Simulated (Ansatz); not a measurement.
Run report: AlAs, geometry relaxation (part 1 of 3)

The run: geometry relaxation of AlAs (slab, 16 atoms in the cell). Method and program: DFT PBE+D3(BJ), scalar-relativistic, plane waves, PAW, no spin polarisation (Ansatz 0.2.0).

The structure derives from an entry of the Crystallography Open Database. The input holds or restrains some coordinates. Forces given for the steps count only the free coordinates. It belongs to a series of runs on one base structure; here: clean slab, lower planes held.

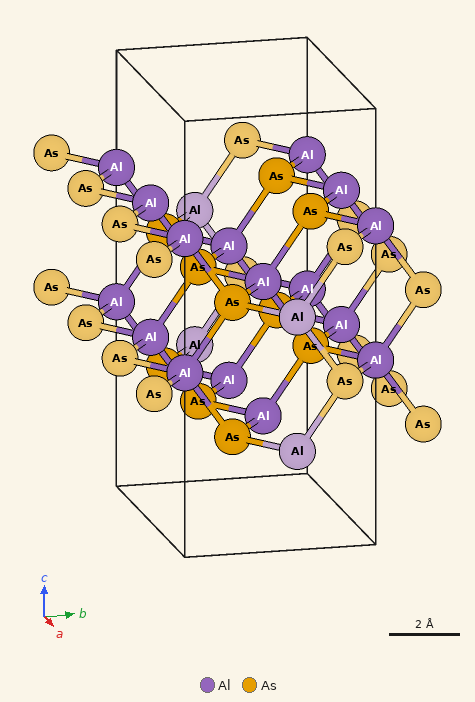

*The starting structure (ball-and-stick view of the cell of the calculation, with the vacuum cut short, seen slightly off an axis; neighbours outside the cell are drawn fainter). An atom can appear more than once, as a periodic image.*

**The input**
```yaml
crystal:
  lattice:
    - [8.0103882437, 0.0, 0.0]
    - [0.0, 5.664199847, 0.0]
    - [0.0, 0.0, 22.0077911828]
  atoms:
    - { symbol: Al, position: [0.25, 0.5, 0.3635076293] }
    - { symbol: Al, position: [0.75, 0.5, 0.3635076293] }
    - { symbol: As, position: [0.5, 0.25, 0.3635076293] }
    - { symbol: As, position: [0.0, 0.25, 0.3635076293] }
    - { symbol: Al, position: [0.5, 0.0, 0.4545025431] }
    - { symbol: Al, position: [0.0, 0.0, 0.4545025431] }
    - { symbol: As, position: [0.75, 0.75, 0.4545025431] }
    - { symbol: As, position: [0.25, 0.75, 0.4545025431] }
    - { symbol: Al, position: [0.75, 0.5, 0.5454974569] }
    - { symbol: Al, position: [0.25, 0.5, 0.5454974569] }
    - { symbol: As, position: [0.0, 0.25, 0.5454974569] }
    - { symbol: As, position: [0.5, 0.25, 0.5454974569] }
    - { symbol: Al, position: [0.0, 0.0, 0.6364923707] }
    - { symbol: Al, position: [0.5, 0.0, 0.6364923707] }
    - { symbol: As, position: [0.25, 0.75, 0.6364923707] }
    - { symbol: As, position: [0.75, 0.75, 0.6364923707] }
basis:
  ecutwfc: 420
kpoints:
  mp_grid: { grid: [2, 3, 1] }
hamiltonian:
  xc: pbe
  dispersion: d3bj
scf:
  occupations: { method: gaussian, width: 0.05 }
output:
  forces: true
  eigenvalues: true
  write_density: true
  write_potential: true
  elf: true
  volumetric_format: npy
relax:
  adjacent_minimum: "off"
  f_tol: 0.03
  max_steps: 70
  constraints: [{ sites: [0, 1, 2, 3, 4, 5, 6, 7] }]
efield:
  axis: 3
  dipole_correction: true
  ramp_width: 0.04
```

Machine: 4 threads of Arm Neoverse V2, 24 GiB of memory available, shared host.

Launch command:
```bash
ansatz run input.yaml --threads 4 --pin off --max-ram 10240MiB --backend cpu --events-out ev --progress --plain --runs-dir out
```

**Output**
```
Engine: ansatz 0.2.0, aarch64-unknown-linux-gnu
Pseudopotentials: kind: paw
Pseudopotential: Al, paw, valence charge 3, recommended cutoff 420 eV (normal), Al.paw.azcp
Pseudopotential: As, paw, valence charge 15, recommended cutoff 420 eV (normal), As.paw.azcp
Functional definition: PBE
  parameter kappa = 0.804
  parameter beta = 0.06672455060314922
  exchange = pbe_x(kappa = kappa, mu = beta*pi^2/3)
  correlation = pbe_c(beta = beta)
Crystal: 16 atoms, lattice volume = 998.547 Å³
Basis set: ecut = 420 eV, 19609 PW (Γ), exchange–correlation on 108×80×300 points (8 copies of the dense FFT grid, shifted against one another)
Bands: 88, of which v1, the nominal top of the filled ones, is band 72 counted from 1 (71 counted from 0)
Symmetry: 4 space group operations
k-points: 4 of 6 (time reversal used)
Non-local potential: Al, projectors of the file, l = 0: 2, l = 1: 2, l = 2: 1
Non-local potential: As, projectors of the file, l = 0: 2, l = 1: 2, l = 2: 3, l = 3: 1
PAW form: soft (Blöchl's): semilocal exchange-correlation on the pseudo side does not see the compensation charge
PAW one-centre angular grid: Al, 110 points (default); XC on 64 Gauss nodes
PAW one-centre angular grid: As, 590 points (default); XC on 64 Gauss nodes
Initial density: superposition of atomic densities (neutral atoms: chi_scale 0, normalization atom), corrected by the library's trained network
Initial wavefunctions: pseudopotential atomic-orbital guess
Functional: x = pbe(κ = 0.804, μ = 0.2195149727645171), c = pbe(β = 0.06672455060314922)
SCF iter   1: F=—  HF=-43153.625587 eV  |F-HF|=—  |Δ(HF+E_count)|=         —  Δρ=1.27e-3  dr2=3.84e-2  ethr=1.77e-3  p=0.000 e·Å  D=5.62e-14 V/Å  ΔV_dip=-0.00 eV  dr2_dipole=1.01e-9  V_vac-E_F(+/−)=4.52/4.52 eV  ⟨swp⟩=7.0  Hψ=1445  notcnv=0  defer=11
efield: sawtooth ramp at fractional position 0.9800 (placed from the atoms, in the widest stretch of the axis that holds none; the zero of the levels goes with the place), width 0.0400; the density the first Hamiltonian is built on has a dipole p = 0.000 e·Å; the dipole correction subtracts the counter field D = 5.62e-14 V/Å, which shifts the + side's vacuum level by -0.00 eV against the − side's; the planar-averaged density in the ramp window peaks in size at 1.2e-5 e/Å³
preconditioner: auto → Resta (q_TF=auto, 1.976 Å⁻¹)  ε∞=2.6  [insulator: Δε(μ)=0.838 eV  Ē_g=7.529 eV  σ=0.050 eV  W_gap=1.00  n_scr=134 (ndim 8)  ℏωp=9.4 eV  f_vac=0.563  D(μ)=0.00/eV (n_scr^D=0)  ε∞_Penn≈2.6  vacuum switching on, ρ_ref=4.1e-3 e/Å³]
SCF iter   2: F=—  HF=-43153.625607 eV  |F-HF|=—  |Δ(HF+E_count)|=   1.94e-5  Δρ=6.27e-4  dr2=5.76e-3  ethr=2.67e-5  p=0.000 e·Å  D=3.80e-6 V/Å  ΔV_dip=-0.00 eV  dr2_dipole=1.22e-9  V_vac-E_F(+/−)=4.44/4.44 eV  ⟨swp⟩=3.0  Hψ=823  notcnv=0  defer=25
SCF iter   3: F=—  HF=-43153.627917 eV  |F-HF|=—  |Δ(HF+E_count)|=   2.31e-3  Δρ=2.73e-4  dr2=1.28e-3  ethr=4.00e-6  p=-0.000 e·Å  D=-2.78e-6 V/Å  ΔV_dip=0.00 eV  dr2_dipole=6.61e-9  V_vac-E_F(+/−)=4.41/4.41 eV  ⟨swp⟩=2.0  Hψ=514  notcnv=0  defer=25
SCF iter   4: F=—  HF=-43153.628558 eV  |F-HF|=—  |Δ(HF+E_count)|=   6.41e-4  Δρ=6.94e-5  dr2=8.24e-5  ethr=8.90e-7  p=0.000 e·Å  D=1.19e-5 V/Å  ΔV_dip=-0.00 eV  dr2_dipole=9.29e-8  V_vac-E_F(+/−)=4.39/4.39 eV  ⟨swp⟩=2.8  Hψ=531  notcnv=0  defer=25
iter 5 did not close the SCF: its close was put off for the readings that it lacked (scf_convergence_deferred on its scf_iter line)
SCF iter   5: F=-43153.628625 eV  HF=-43153.628624 eV  |F-HF|=1.30e-6  |Δ(HF+E_count)|=   6.51e-5  Δρ=1.90e-5  dr2=9.32e-6  ethr=5.72e-8  p=-0.000 e·Å  D=-5.40e-5 V/Å  ΔV_dip=0.00 eV  dr2_dipole=2.08e-6  V_vac-E_F(+/−)=4.38/4.38 eV  ⟨swp⟩=2.0  Hψ=417  notcnv=0  defer=25
SCF iter   6: F=—  HF=-43153.628637 eV  |F-HF|=—  |Δ(HF+E_count)|=   1.30e-5  Δρ=1.70e-5  dr2=6.09e-5  ethr=6.47e-9  p=0.001 e·Å  D=2.12e-4 V/Å  ΔV_dip=-0.00 eV  dr2_dipole=3.15e-5  V_vac-E_F(+/−)=4.38/4.38 eV  ⟨swp⟩=2.0  Hψ=411  notcnv=0  defer=25  recentre
SCF iter   7: F=-43153.628630 eV  HF=-43153.628631 eV  |F-HF|=1.49e-7  |Δ(HF+E_count)|=   5.90e-6  Δρ=6.83e-6  dr2=1.50e-6  ethr=6.47e-9  p=-0.000 e·Å  D=-2.55e-5 V/Å  ΔV_dip=0.00 eV  dr2_dipole=4.60e-7  V_vac-E_F(+/−)=4.38/4.38 eV  ⟨swp⟩=19.0  Hψ=2889  notcnv=0
SCF 1 converged in 7 iterations: F = -43153.628630 eV  dr2 = 1.50e-6
  greatest PAW one-centre occupation: 0.999 electrons in one spin orbital (limit 2), on the As atom at site 15 (counted from 0), in its partial waves of l = 2
relax step   1: F+E_penalty+E_count = -43153.62863045 eV  Δ(F+E_penalty+E_count) = +0.000e0 eV  max|allowed force component| = 1.288e0 eV/Å  Δτ_max = 0.0000 Å  (7 SCF iters, dr2 threshold 2.25e-5 eV, accepted)
Initial density: handed on by an earlier stage of this run
Initial wavefunctions: those handed on with the density
iter 1 solved again at ethr=5.45e-5 eV; its pass at ethr=3.10e-3 eV (dr2=7.85e-2 eV) is discarded
SCF iter   1: F=—  HF=-43154.408611 eV  |F-HF|=—  |Δ(HF+E_count)|=         —  Δρ=2.45e-3  dr2=7.69e-2  ethr=5.45e-5  p=-0.000 e·Å  D=-2.54e-5 V/Å  ΔV_dip=0.00 eV  dr2_dipole=1.90e-3  V_vac-E_F(+/−)=4.33/4.33 eV  ⟨swp⟩=2.0  Hψ=1201  notcnv=0  defer=45
efield: sawtooth ramp at fractional position 0.9800 (handed on by an earlier solve), width 0.0400; the density the first Hamiltonian is built on has a dipole p = -0.000 e·Å; the dipole correction subtracts the counter field D = -2.54e-5 V/Å, which shifts the + side's vacuum level by +0.00 eV against the − side's; the planar-averaged density in the ramp window peaks in size at 1.8e-7 e/Å³
preconditioner: auto → Resta (q_TF=auto, 1.976 Å⁻¹)  ε∞=2.5  [insulator: Δε(μ)=1.035 eV  Ē_g=7.586 eV  σ=0.050 eV  W_gap=1.00  n_scr=134 (ndim 8)  ℏωp=9.4 eV  f_vac=0.568  D(μ)=0.00/eV (n_scr^D=0)  ε∞_Penn≈2.5  vacuum switching on, ρ_ref=4.2e-3 e/Å³]
SCF iter   2: F=—  HF=-43154.405474 eV  |F-HF|=—  |Δ(HF+E_count)|=   3.14e-3  Δρ=1.28e-3  dr2=1.80e-2  ethr=5.34e-5  p=-0.032 e·Å  D=-5.71e-3 V/Å  ΔV_dip=0.13 eV  dr2_dipole=3.15e-4  V_vac-E_F(+/−)=4.45/4.33 eV  ⟨swp⟩=2.0  Hψ=411  notcnv=0  defer=45
SCF iter   3: F=—  HF=-43154.412509 eV  |F-HF|=—  |Δ(HF+E_count)|=   7.03e-3  Δρ=5.77e-4  dr2=3.48e-2  ethr=1.25e-5  p=-0.004 e·Å  D=-8.03e-4 V/Å  ΔV_dip=0.02 eV  dr2_dipole=1.72e-2  V_vac-E_F(+/−)=4.39/4.37 eV  ⟨swp⟩=2.0  Hψ=438  notcnv=0  defer=45  recentre
SCF iter   4: F=—  HF=-43154.409155 eV  |F-HF|=—  |Δ(HF+E_count)|=   3.35e-3  Δρ=2.29e-4  dr2=4.15e-3  ethr=1.25e-5  p=-0.052 e·Å  D=-9.35e-3 V/Å  ΔV_dip=0.21 eV  dr2_dipole=1.61e-3  V_vac-E_F(+/−)=4.53/4.33 eV  ⟨swp⟩=2.0  Hψ=393  notcnv=0  defer=45
SCF iter   5: F=—  HF=-43154.409041 eV  |F-HF|=—  |Δ(HF+E_count)|=   1.14e-4  Δρ=1.04e-4  dr2=1.87e-4  ethr=2.88e-6  p=-0.042 e·Å  D=-7.68e-3 V/Å  ΔV_dip=0.17 eV  dr2_dipole=1.63e-5  V_vac-E_F(+/−)=4.52/4.35 eV  ⟨swp⟩=1.5  Hψ=386  notcnv=0  defer=45
SCF iter   6: F=-43154.409128 eV  HF=-43154.409117 eV  |F-HF|=1.08e-5  |Δ(HF+E_count)|=   7.61e-5  Δρ=4.05e-5  dr2=2.33e-5  ethr=6.94e-8  p=-0.044 e·Å  D=-8.01e-3 V/Å  ΔV_dip=0.18 eV  dr2_dipole=2.60e-7  V_vac-E_F(+/−)=4.52/4.35 eV  ⟨swp⟩=19.8  Hψ=3256  notcnv=0
SCF 2 converged in 6 iterations: F = -43154.409128 eV  dr2 = 2.33e-5
relax step   2: F+E_penalty+E_count = -43154.40912808 eV  Δ(F+E_penalty+E_count) = -7.805e-1 eV  max|allowed force component| = 8.315e-1 eV/Å  Δτ_max = 0.1949 Å  (6 SCF iters, dr2 threshold 1.00e-4 eV, accepted)
SCF iter   1: F=—  HF=-43154.767770 eV  |F-HF|=—  |Δ(HF+E_count)|=         —  Δρ=2.18e-3  dr2=5.82e-2  ethr=4.35e-4  p=-0.044 e·Å  D=-8.01e-3 V/Å  ΔV_dip=0.18 eV  dr2_dipole=2.14e-5  V_vac-E_F(+/−)=4.49/4.31 eV  ⟨swp⟩=4.2  Hψ=810  notcnv=0  defer=44
efield: sawtooth ramp at fractional position 0.9800 (handed on by an earlier solve), width 0.0400; the density the first Hamiltonian is built on has a dipole p = -0.044 e·Å; the dipole correction subtracts the counter field D = -8.01e-3 V/Å, which shifts the + side's vacuum level by +0.18 eV against the − side's; the planar-averaged density in the ramp window peaks in size at 1.5e-7 e/Å³
preconditioner: auto → Resta (q_TF=auto, 1.976 Å⁻¹)  ε∞=2.5  [insulator: Δε(μ)=1.055 eV  Ē_g=7.609 eV  σ=0.050 eV  W_gap=1.00  n_scr=134 (ndim 8)  ℏωp=9.4 eV  f_vac=0.571  D(μ)=0.00/eV (n_scr^D=0)  ε∞_Penn≈2.5  vacuum switching on, ρ_ref=4.2e-3 e/Å³]
SCF iter   2: F=—  HF=-43154.769723 eV  |F-HF|=—  |Δ(HF+E_count)|=   1.95e-3  Δρ=1.20e-3  dr2=1.87e-2  ethr=4.04e-5  p=-0.042 e·Å  D=-7.53e-3 V/Å  ΔV_dip=0.17 eV  dr2_dipole=2.56e-3  V_vac-E_F(+/−)=4.50/4.33 eV  ⟨swp⟩=2.0  Hψ=508  notcnv=0  defer=47
SCF iter   3: F=—  HF=-43154.778057 eV  |F-HF|=—  |Δ(HF+E_count)|=   8.33e-3  Δρ=5.54e-4  dr2=3.46e-2  ethr=1.30e-5  p=-0.100 e·Å  D=-1.82e-2 V/Å  ΔV_dip=0.40 eV  dr2_dipole=1.51e-2  V_vac-E_F(+/−)=4.69/4.29 eV  ⟨swp⟩=2.0  Hψ=426  notcnv=0  defer=47
SCF iter   4: F=—  HF=-43154.775428 eV  |F-HF|=—  |Δ(HF+E_count)|=   2.63e-3  Δρ=2.09e-4  dr2=2.72e-3  ethr=1.30e-5  p=-0.060 e·Å  D=-1.09e-2 V/Å  ΔV_dip=0.24 eV  dr2_dipole=1.12e-3  V_vac-E_F(+/−)=4.58/4.34 eV  ⟨swp⟩=2.0  Hψ=397  notcnv=0  defer=47
SCF iter   5: F=—  HF=-43154.775228 eV  |F-HF|=—  |Δ(HF+E_count)|=   1.99e-4  Δρ=7.43e-5  dr2=1.62e-4  ethr=1.89e-6  p=-0.071 e·Å  D=-1.29e-2 V/Å  ΔV_dip=0.28 eV  dr2_dipole=1.40e-6  V_vac-E_F(+/−)=4.62/4.34 eV  ⟨swp⟩=2.0  Hψ=397  notcnv=0  defer=47
SCF iter   6: F=-43154.775256 eV  HF=-43154.775255 eV  |F-HF|=6.80e-7  |Δ(HF+E_count)|=   2.67e-5  Δρ=2.94e-5  dr2=1.79e-5  ethr=3.00e-8  p=-0.072 e·Å  D=-1.31e-2 V/Å  ΔV_dip=0.29 eV  dr2_dipole=2.61e-7  V_vac-E_F(+/−)=4.62/4.33 eV  ⟨swp⟩=21.2  Hψ=3448  notcnv=0
SCF 3 converged in 6 iterations: F = -43154.775256 eV  dr2 = 1.79e-5
relax step   3: F+E_penalty+E_count = -43154.77525554 eV  Δ(F+E_penalty+E_count) = -3.661e-1 eV  max|allowed force component| = 3.189e-1 eV/Å  Δτ_max = 0.1948 Å  (6 SCF iters, dr2 threshold 4.32e-5 eV, accepted)
```
